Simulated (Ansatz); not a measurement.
**Geometry relaxation, with input and output: MnO2 (part 1 of 2)**

The run: geometry relaxation of MnO2 (P4₂/mnm, 6 atoms in the cell). Method and program: DFT PBE+U, scalar-relativistic, plane waves, PAW, Ueff = 3.9 eV on Mn d, spin-polarised (Ansatz 0.2.0).

The structure derives from an entry of the Crystallography Open Database. Figures and captions count atoms from 1; the log counts them from 0 in places.

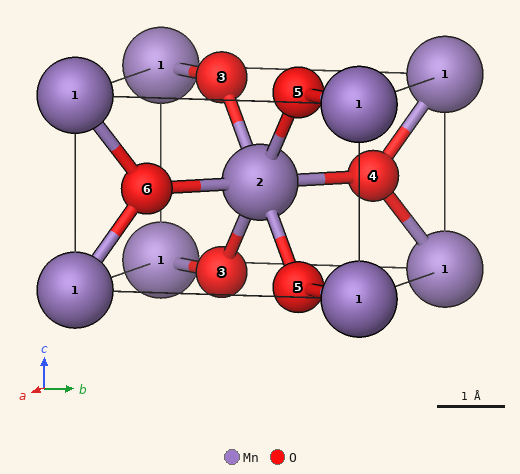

Figure 1. The input geometry (ball-and-stick view of the cell of the calculation, seen slightly off an axis; atoms are numbered from 1 in the order of the input). An atom can appear more than once, as a periodic image.

### Input file
```yaml
crystal:
  lattice:
    - [4.4575268493, 0.0, 0.0]
    - [0.0, 4.4575268493, 0.0]
    - [0.0, 0.0, 2.9428857378]
  atoms:
    - { symbol: Mn, position: [0.0, 0.0, 0.0], spin: 3.06 }
    - { symbol: Mn, position: [0.5, 0.5, 0.5], spin: 3.06 }
    - { symbol: O, position: [0.3060876726, 0.3060876726, 0.0] }
    - { symbol: O, position: [0.1939123274, 0.8060876726, 0.5] }
    - { symbol: O, position: [0.6939123274, 0.6939123274, 0.0] }
    - { symbol: O, position: [0.8060876726, 0.1939123274, 0.5] }
basis:
  ecutwfc: 420
kpoints:
  mp_grid: { grid: [8, 8, 12] }
hamiltonian:
  xc: pbe
  hubbard: { sites: [{ species: Mn, l: d, u_eff: 3.9 }] }
scf:
  occupations: { method: gaussian, width: 0.1 }
output:
  forces: true
  stress: true
  eigenvalues: true
  populations: true
  write_density: true
  write_potential: true
  elf: true
  volumetric_format: npy
magnetization:
  spin_polarized: true
relax:
  adjacent_minimum: "off"
  f_tol: 0.005
  max_steps: 80
  cell: { stress_tol: 0.05 }
```

Machine: 1 thread of Arm Neoverse V1, 24 GiB of memory available, shared host.

Command:
```bash
ansatz run input.yaml --threads 1 --pin off --max-ram 2560MiB --backend cpu --events-out ev --progress --plain --runs-dir out
```

### What the program printed
```
Mn: projections on atomic orbitals take those of the free atom [Ne] 3s2 3p6 3d5 4s2, of charge +0.00 (hamiltonian.pseudopotentials.projection_atoms); the dataset's partial waves leave at most 9.0e-7 of an orbital's norm unspanned inside its sphere
O: projections on atomic orbitals take those of the free atom [He] 2s2 2p4, of charge +0.00 (hamiltonian.pseudopotentials.projection_atoms); the dataset's partial waves leave at most 1.9e-8 of an orbital's norm unspanned inside its sphere
Engine: ansatz 0.2.0, aarch64-unknown-linux-gnu
Pseudopotentials: kind: paw
Pseudopotential: Mn, paw, valence charge 15, recommended cutoff 420 eV (normal), Mn.paw.azcp
Pseudopotential: O, paw, valence charge 6, recommended cutoff 420 eV (normal), O.paw.azcp
Functional definition: PBE
  parameter kappa = 0.804
  parameter beta = 0.06672455060314922
  exchange = pbe_x(kappa = kappa, mu = beta*pi^2/3)
  correlation = pbe_c(beta = beta)
Crystal: 6 atoms, lattice volume = 58.474 Å³
Basis set: ecut = 420 eV, 1161 PW (Γ), exchange–correlation on 60×60×40 points (8 copies of the dense FFT grid, shifted against one another)
Bands: 37, of which v1, the nominal top of the filled ones, is band 27 counted from 1 (26 counted from 0)
Symmetry: 16 space group operations
Space group: P42/mnm (ITA 136), of the structure as read, at distance tolerance 3.9e-5 Å
Magnetic group: BNS 136.495 (UNI 1155), of the structure as read, at distance tolerance 3.9e-5 Å
k-points: 105 of 768
Non-local potential: Mn, projectors of the file, l = 0: 3, l = 1: 2, l = 2: 3, l = 3: 1
Non-local potential: O, projectors of the file, l = 0: 2, l = 1: 2, l = 2: 1
PAW form: soft (Blöchl's): semilocal exchange-correlation on the pseudo side does not see the compensation charge
PAW one-centre angular grid: Mn, 590 points (default); XC on 64 Gauss nodes
PAW one-centre angular grid: O, 110 points (default); XC on 64 Gauss nodes
Initial density: superposition of atomic densities (chi_scale 0.1, normalization cell, long waves kept (reshape's long-wave potential 0.00 eV rms))
Starting moments: Σ|m| = 6.12 μB on 2 of 6 sites
Initial wavefunctions: pseudopotential atomic-orbital guess
Functional: x = pbe(κ = 0.804, μ = 0.2195149727645171), c = pbe(β = 0.06672455060314922)
SCF iter   1: F=—  HF=-10063.327093 eV  |F-HF|=—  |Δ(HF+E_count)|=         —  Δρ=1.54e-1 (↑1.54e-1 ↓6.63e-2)  dr2=2.57e1  dr2_m=1.43e0  M=6.165 μB ∫|m|=6.945 μB  β_m=1.00  ethr=3.10e-3  ⟨swp⟩=5.7  Hψ=26675  notcnv=0
preconditioner: auto → Kerker (q_TF=auto, 2.692 Å⁻¹)  [metal: Δε(μ)=0.002 eV  Ē_g=11.456 eV  σ=0.100 eV  W_gap=0.01  n_scr=18 (ndim 8)  ℏωp=29.9 eV  f_vac=0.000  D(μ)=5.50/eV (n_scr^D=66)]
spin=Collinear: Kerker preconditioning applied to the charge; magnetization (m = ρ↑ − ρ↓) channel mixes plain (no charge-response kernel on spin).
SCF iter   2: F=—  HF=-10061.240955 eV  |F-HF|=—  |Δ(HF+E_count)|=    2.09e0  Δρ=5.13e-2 (↑4.01e-2 ↓5.13e-2)  dr2=2.52e0  dr2_m=2.14e-1  M=6.000 μB ∫|m|=7.299 μB  β_m=1.00  ethr=3.10e-3  ⟨swp⟩=3.0  Hψ=18016  notcnv=0  defer=478
SCF iter   3: F=—  HF=-10061.501561 eV  |F-HF|=—  |Δ(HF+E_count)|=   2.61e-1  Δρ=2.55e-2 (↑2.16e-2 ↓2.55e-2)  dr2=7.02e-1  dr2_m=1.72e-2  M=6.006 μB ∫|m|=7.466 μB  β_m=1.00  ethr=3.10e-3  ⟨swp⟩=3.1  Hψ=13612  notcnv=0  defer=557
SCF iter   4: F=—  HF=-10061.994396 eV  |F-HF|=—  |Δ(HF+E_count)|=   4.93e-1  Δρ=2.75e-2 (↑2.75e-2 ↓1.79e-2)  dr2=9.67e-1  dr2_m=2.32e-2  M=6.064 μB ∫|m|=7.568 μB  β_m=0.30  ethr=1.30e-3  ⟨swp⟩=3.0  Hψ=14216  notcnv=0  defer=555
Mixer restart at iter 4: flushing history
spin-set hold released at iteration 4 (site moments contracting): the magnetisation degrees of freedom join the quasi-Newton model from the next iteration; the mixer history was flushed
SCF iter   5: F=—  HF=-10062.008555 eV  |F-HF|=—  |Δ(HF+E_count)|=   1.42e-2  Δρ=1.05e-2 (↑1.05e-2 ↓6.39e-3)  dr2=1.15e-1  dr2_m=3.82e-3  M=6.011 μB ∫|m|=7.451 μB  β_m=0.31  ethr=1.30e-3  ⟨swp⟩=2.8  Hψ=12842  notcnv=0  defer=550
SCF iter   6: F=—  HF=-10062.105313 eV  |F-HF|=—  |Δ(HF+E_count)|=         —  Δρ=6.23e-3 (↑6.23e-3 ↓4.03e-3)  dr2=3.80e-2  dr2_m=2.03e-3  M=6.020 μB ∫|m|=7.436 μB  β_m=0.31  ethr=2.12e-4  ⟨swp⟩=2.4  Hψ=10208  notcnv=0  defer=550
Mixer restart at iter 6: flushing history
SCF iter   7: F=—  HF=-10062.165731 eV  |F-HF|=—  |Δ(HF+E_count)|=   6.04e-2  Δρ=5.40e-3 (↑5.40e-3 ↓3.11e-3)  dr2=2.45e-2  dr2_m=2.50e-3  M=6.025 μB ∫|m|=7.405 μB  β_m=0.65  ethr=7.04e-5  ⟨swp⟩=1.5  Hψ=7742  notcnv=0  defer=550
SCF iter   8: F=—  HF=-10062.245443 eV  |F-HF|=—  |Δ(HF+E_count)|=   7.97e-2  Δρ=3.46e-3 (↑3.46e-3 ↓2.81e-3)  dr2=1.37e-3  dr2_m=4.79e-3  M=6.038 μB ∫|m|=7.257 μB  β_m=0.83  ethr=4.53e-5  ⟨swp⟩=2.1  Hψ=13390  notcnv=0  defer=562
SCF iter   9: F=—  HF=-10062.252349 eV  |F-HF|=—  |Δ(HF+E_count)|=   6.91e-3  Δρ=2.33e-3 (↑8.52e-4 ↓2.33e-3)  dr2=2.10e-3  dr2_m=1.09e-3  M=6.051 μB ∫|m|=7.173 μB  β_m=0.91  ethr=2.53e-6  ⟨swp⟩=2.0  Hψ=14288  notcnv=0  defer=566
SCF iter  10: F=—  HF=-10062.256062 eV  |F-HF|=—  |Δ(HF+E_count)|=   3.71e-3  Δρ=4.78e-3 (↑4.78e-3 ↓1.61e-3)  dr2=1.91e-2  dr2_m=1.47e-3  M=6.044 μB ∫|m|=7.102 μB  β_m=0.67  ethr=2.53e-6  ⟨swp⟩=2.0  Hψ=14240  notcnv=0  defer=566  recentre
SCF iter  11: F=—  HF=-10062.254438 eV  |F-HF|=—  |Δ(HF+E_count)|=   1.62e-3  Δρ=5.37e-4 (↑5.37e-4 ↓3.24e-4)  dr2=7.76e-5  dr2_m=6.35e-5  M=6.056 μB ∫|m|=7.069 μB  β_m=0.83  ethr=2.53e-6  ⟨swp⟩=2.0  Hψ=14339  notcnv=0  defer=566
SCF iter  12: F=—  HF=-10062.254576 eV  |F-HF|=—  |Δ(HF+E_count)|=   1.38e-4  Δρ=3.31e-4 (↑3.31e-4 ↓1.56e-4)  dr2=1.17e-4  dr2_m=4.83e-6  M=6.057 μB ∫|m|=7.057 μB  β_m=0.92  ethr=1.44e-7  ⟨swp⟩=2.0  Hψ=11333  notcnv=0  defer=566
SCF iter  13: F=—  HF=-10062.254583 eV  |F-HF|=—  |Δ(HF+E_count)|=   6.33e-6  Δρ=5.48e-5 (↑5.48e-5 ↓3.34e-5)  dr2=4.05e-6  dr2_m=5.02e-7  M=6.057 μB ∫|m|=7.056 μB  β_m=0.96  ethr=1.44e-7  ⟨swp⟩=2.2  Hψ=10034  notcnv=0  defer=566
SCF iter  14: F=—  HF=-10062.254585 eV  |F-HF|=—  |Δ(HF+E_count)|=   2.11e-6  Δρ=3.47e-5 (↑3.47e-5 ↓3.11e-5)  dr2=1.79e-6  dr2_m=3.49e-8  M=6.058 μB ∫|m|=7.056 μB  β_m=0.98  ethr=7.50e-9  ⟨swp⟩=2.4  Hψ=11765  notcnv=0  defer=566
SCF iter  15: F=—  HF=-10062.254585 eV  |F-HF|=—  |Δ(HF+E_count)|=  2.18e-11  Δρ=8.24e-6 (↑8.24e-6 ↓4.29e-6)  dr2=1.28e-7  dr2_m=4.18e-9  M=6.058 μB ∫|m|=7.055 μB  β_m=0.99  ethr=3.31e-9  ⟨swp⟩=1.7  Hψ=9359  notcnv=0  defer=566
SCF iter  16: F=-10062.254585 eV  HF=-10062.254585 eV  |F-HF|=1.87e-8  |Δ(HF+E_count)|=   1.05e-8  Δρ=3.94e-6 (↑3.94e-6 ↓2.67e-6)  dr2=2.92e-8  dr2_m=5.02e-10  M=6.058 μB ∫|m|=7.055 μB  ethr=1.85e-10  ⟨swp⟩=12.5  Hψ=44952  notcnv=0
SCF 1 converged in 16 iterations: F = -10062.254585 eV  dr2 = 2.92e-8
  greatest PAW one-centre occupation: 1.000 electrons in one spin orbital (limit 2), on the Mn atom at site 1 (counted from 0), in its partial waves of l = 0
relax step   1: F+E_penalty+E_count = -10062.25458485 eV  Δ(F+E_penalty+E_count) = +0.000e0 eV  max|allowed force component| = 8.617e-4 eV/Å  Δτ_max = 0.0000 Å  P = -0.113 GPa  Ω = 58.474 Å³  (16 SCF iters, dr2 threshold 1.00e-7 eV, accepted)
Crystal: 6 atoms, lattice volume = 58.455 Å³
Initial density: handed on by an earlier stage of this run
Starting moments: Σ|m| = 6.12 μB on 2 of 6 sites; this step starts from the density that it was given
Initial wavefunctions: those handed on with the density
iter 1 solved again at ethr=6.15e-9 eV; its pass at ethr=3.10e-3 eV (dr2=3.32e-6 eV) is discarded
SCF iter   1: F=—  HF=-10062.254710 eV  |F-HF|=—  |Δ(HF+E_count)|=         —  Δρ=7.27e-5 (↑7.27e-5 ↓3.50e-5)  dr2=3.47e-6  dr2_m=5.52e-7  M=6.058 μB ∫|m|=7.055 μB  β_m=0.30  ethr=6.15e-9  ⟨swp⟩=2.1  Hψ=32063  notcnv=0
preconditioner: auto → Kerker (q_TF=auto, 2.692 Å⁻¹)  [metal: Δε(μ)=0.009 eV  Ē_g=12.258 eV  σ=0.100 eV  W_gap=0.05  n_scr=18 (ndim 8)  ℏωp=29.9 eV  f_vac=0.027  D(μ)=1.07/eV (n_scr^D=4)]
spin=Collinear: Kerker preconditioning applied to the charge; magnetization (m = ρ↑ − ρ↓) channel mixes plain (no charge-response kernel on spin).
SCF iter   2: F=—  HF=-10062.254710 eV  |F-HF|=—  |Δ(HF+E_count)|=   1.88e-9  Δρ=3.18e-5 (↑3.18e-5 ↓2.35e-5)  dr2=3.78e-7  dr2_m=2.16e-7  M=6.058 μB ∫|m|=7.055 μB  β_m=0.35  ethr=6.15e-9  ⟨swp⟩=1.2  Hψ=8431  notcnv=0
SCF iter   3: F=—  HF=-10062.254710 eV  |F-HF|=—  |Δ(HF+E_count)|=   2.06e-7  Δρ=2.82e-5 (↑2.82e-5 ↓1.61e-5)  dr2=2.16e-7  dr2_m=1.74e-7  M=6.058 μB ∫|m|=7.054 μB  β_m=0.67  ethr=1.18e-10  ⟨swp⟩=8.0  Hψ=45129  notcnv=0
SCF iter   4: F=-10062.254711 eV  HF=-10062.254711 eV  |F-HF|=2.01e-8  |Δ(HF+E_count)|=   3.26e-7  Δρ=7.99e-6 (↑7.99e-6 ↓7.98e-6)  dr2=4.21e-9  dr2_m=3.17e-8  M=6.058 μB ∫|m|=7.054 μB  ethr=1.18e-10  ⟨swp⟩=5.8  Hψ=45437  notcnv=0
SCF 2 converged in 4 iterations: F = -10062.254711 eV  dr2 = 4.21e-9
relax step   2: F+E_penalty+E_count = -10062.25471072 eV  Δ(F+E_penalty+E_count) = -1.259e-4 eV  max|allowed force component| = 2.365e-3 eV/Å  Δτ_max = 0.0001 Å  P = -0.054 GPa  Ω = 58.455 Å³  energy of the carried Pulay correction = +1.078e-4 eV  (4 SCF iters, dr2 threshold 6.38e-8 eV, accepted)
Crystal: 6 atoms, lattice volume = 58.436 Å³
iter 1 solved again at ethr=5.74e-9 eV; its pass at ethr=3.10e-3 eV (dr2=3.10e-6 eV) is discarded
SCF iter   1: F=—  HF=-10062.254818 eV  |F-HF|=—  |Δ(HF+E_count)|=         —  Δρ=7.13e-5 (↑7.13e-5 ↓2.50e-5)  dr2=3.08e-6  dr2_m=5.92e-7  M=6.057 μB ∫|m|=7.053 μB  β_m=0.30  ethr=5.74e-9  ⟨swp⟩=2.0  Hψ=31889  notcnv=0
preconditioner: auto → Kerker (q_TF=auto, 2.693 Å⁻¹)  [metal: Δε(μ)=0.011 eV  Ē_g=12.260 eV  σ=0.100 eV  W_gap=0.06  n_scr=18 (ndim 8)  ℏωp=29.9 eV  f_vac=0.027  D(μ)=1.06/eV (n_scr^D=4)]
spin=Collinear: Kerker preconditioning applied to the charge; magnetization (m = ρ↑ − ρ↓) channel mixes plain (no charge-response kernel on spin).
SCF iter   2: F=—  HF=-10062.254817 eV  |F-HF|=—  |Δ(HF+E_count)|=   1.19e-7  Δρ=2.80e-5 (↑2.80e-5 ↓2.63e-5)  dr2=3.53e-7  dr2_m=2.81e-7  M=6.058 μB ∫|m|=7.053 μB  β_m=0.36  ethr=5.71e-9  ⟨swp⟩=1.0  Hψ=7770  notcnv=0
SCF iter   3: F=—  HF=-10062.254818 eV  |F-HF|=—  |Δ(HF+E_count)|=   1.38e-7  Δρ=3.02e-5 (↑3.02e-5 ↓1.87e-5)  dr2=2.21e-7  dr2_m=2.63e-7  M=6.058 μB ∫|m|=7.053 μB  β_m=0.68  ethr=6.53e-10  ⟨swp⟩=1.9  Hψ=10503  notcnv=0
SCF iter   4: F=—  HF=-10062.254818 eV  |F-HF|=—  |Δ(HF+E_count)|=   3.65e-7  Δρ=9.10e-6 (↑8.64e-6 ↓9.10e-6)  dr2=5.52e-9  dr2_m=3.83e-8  M=6.058 μB ∫|m|=7.052 μB  β_m=0.77  ethr=2.35e-11  ⟨swp⟩=5.6  Hψ=45104  notcnv=0
SCF iter   5: F=—  HF=-10062.254818 eV  |F-HF|=—  |Δ(HF+E_count)|=   5.17e-8  Δρ=7.01e-6 (↑7.01e-6 ↓2.58e-6)  dr2=2.04e-8  dr2_m=9.55e-9  M=6.058 μB ∫|m|=7.052 μB  β_m=0.89  ethr=1.02e-11  ⟨swp⟩=6.8  Hψ=36099  notcnv=0
SCF iter   6: F=-10062.254818 eV  HF=-10062.254818 eV  |F-HF|=4.89e-10  |Δ(HF+E_count)|=   7.91e-9  Δρ=1.64e-6 (↑1.64e-6 ↓6.41e-7)  dr2=1.66e-9  dr2_m=4.15e-10  M=6.058 μB ∫|m|=7.051 μB  ethr=1.02e-11  ⟨swp⟩=4.9  Hψ=41484  notcnv=0
SCF 3 converged in 6 iterations: F = -10062.254818 eV  dr2 = 1.66e-9
relax step   3: F+E_penalty+E_count = -10062.25481806 eV  Δ(F+E_penalty+E_count) = -1.073e-4 eV  max|allowed force component| = 5.770e-4 eV/Å  Δτ_max = 0.0001 Å  P = -0.006 GPa  Ω = 58.436 Å³  energy of the carried Pulay correction = +2.094e-4 eV  (6 SCF iters, dr2 threshold 1.27e-8 eV, accepted)
Initial wavefunctions: pseudopotential atomic-orbital guess (no wavefunctions were taken with the density)
iter 1 solved again at ethr=1.05e-7 eV; its pass at ethr=3.10e-3 eV (dr2=5.65e-5 eV) is discarded
SCF iter   1: F=—  HF=-10062.254645 eV  |F-HF|=—  |Δ(HF+E_count)|=         —  Δρ=3.56e-6 (↑3.12e-6 ↓3.56e-6)  dr2=4.20e-9  dr2_m=5.86e-10  M=6.058 μB ∫|m|=7.051 μB  β_m=0.30  ethr=1.05e-7  ⟨swp⟩=3.0  Hψ=48069  notcnv=0
eigensolver tolerance schedule: the retry pair's looser diagonalisation over-reported the residual by 13440.65 of it (diagonalisation noise at 0.83 of the residual, at the tolerance the schedule requests for it); recorded, not acted on — ethr = c·dr2/N_el stays at c = 1.0e-1
preconditioner: auto → Kerker (q_TF=auto, 2.693 Å⁻¹)  [metal: Δε(μ)=0.012 eV  Ē_g=12.259 eV  σ=0.100 eV  W_gap=0.07  n_scr=18 (ndim 8)  ℏωp=29.9 eV  f_vac=0.027  D(μ)=1.06/eV (n_scr^D=4)]
spin=Collinear: Kerker preconditioning applied to the charge; magnetization (m = ρ↑ − ρ↓) channel mixes plain (no charge-response kernel on spin).
SCF iter   2: F=—  HF=-10062.254645 eV  |F-HF|=—  |Δ(HF+E_count)|=   5.11e-7  Δρ=2.46e-6 (↑2.46e-6 ↓2.27e-6)  dr2=2.77e-9  dr2_m=3.32e-10  M=6.058 μB ∫|m|=7.051 μB  β_m=0.48  ethr=7.78e-12  ⟨swp⟩=3.0  Hψ=17509  notcnv=0
SCF iter   3: F=—  HF=-10062.254645 eV  |F-HF|=—  |Δ(HF+E_count)|=   2.69e-9  Δρ=1.46e-6 (↑1.26e-6 ↓1.46e-6)  dr2=6.71e-10  dr2_m=1.01e-10  M=6.058 μB ∫|m|=7.051 μB  β_m=0.61  ethr=5.13e-12  ⟨swp⟩=1.5  Hψ=9658  notcnv=0
SCF iter   4: F=—  HF=-10062.254645 eV  |F-HF|=—  |Δ(HF+E_count)|=   1.51e-9  Δρ=4.62e-7 (↑2.81e-7 ↓4.62e-7)  dr2=8.69e-11  dr2_m=3.61e-11  M=6.058 μB ∫|m|=7.051 μB  β_m=0.71  ethr=1.24e-12  ⟨swp⟩=2.0  Hψ=11762  notcnv=0
SCF iter   5: F=-10062.254645 eV  HF=-10062.254645 eV  |F-HF|=2.18e-11  |Δ(HF+E_count)|=  1.07e-10  Δρ=2.77e-7 (↑1.02e-7 ↓2.77e-7)  dr2=4.77e-11  dr2_m=1.04e-11  M=6.058 μB ∫|m|=7.051 μB  ethr=1.00e-12  ⟨swp⟩=5.6  Hψ=30521  notcnv=0
SCF 4 converged in 5 iterations: F = -10062.254645 eV  dr2 = 4.77e-11
relax step   4: F+E_penalty+E_count = -10062.25464451 eV  Δ(F+E_penalty+E_count) = +1.736e-4 eV  max|allowed force component| = 5.594e-4 eV/Å  Δτ_max = 0.0000 Å  P = -0.012 GPa  Ω = 58.436 Å³  stress off target by 1.56e-2 GPa  SCF on the basis re-selected at this cell (its energy is not comparable with the rows above)  (5 SCF iters)
```

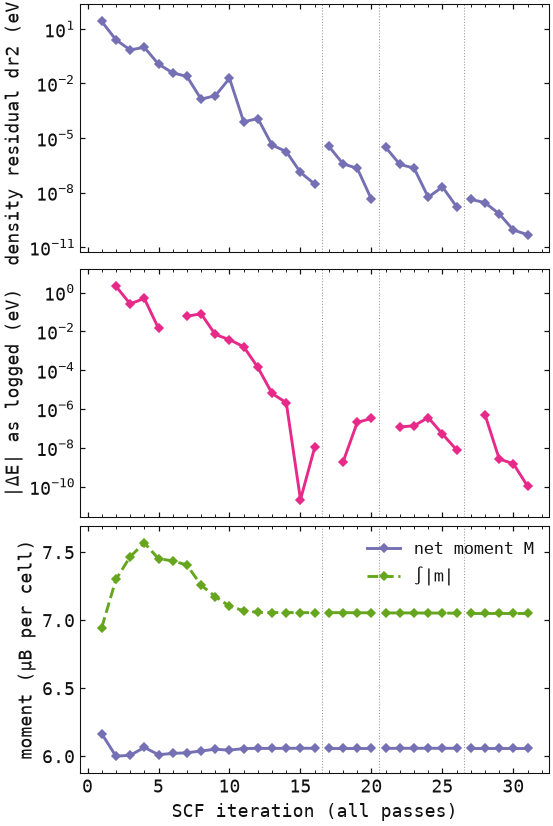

Figure 2. Convergence of the self-consistent field: density residual dr2, size of the energy change and magnetic moment against the SCF iteration. The dotted lines part the SCF passes of the relaxation: geometry steps, rejected trials and re-solves on a re-selected basis. The passes take 16, 4, 6 and 5 iterations. The net moment goes from 6.2 to 6.1 μB per cell.

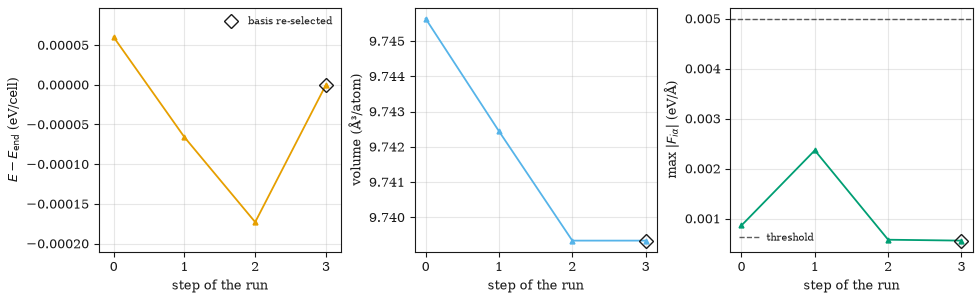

Figure 3. Progress of the relaxation, step by step (the first geometry is step 0 here and step 1 in the log). Over 2 geometry steps the energy falls by 0.2 meV per cell of the calculation. Largest force component: 0.00086 eV/Å at the start, 0.00056 eV/Å at the end. The pressure goes from −0.11 to −0.01 GPa. No atom moves by more than 0.005 Å relative to the cell. A last SCF at the same geometry on a re-selected plane-wave basis shifts the energy by +0.2 meV per cell of the calculation.
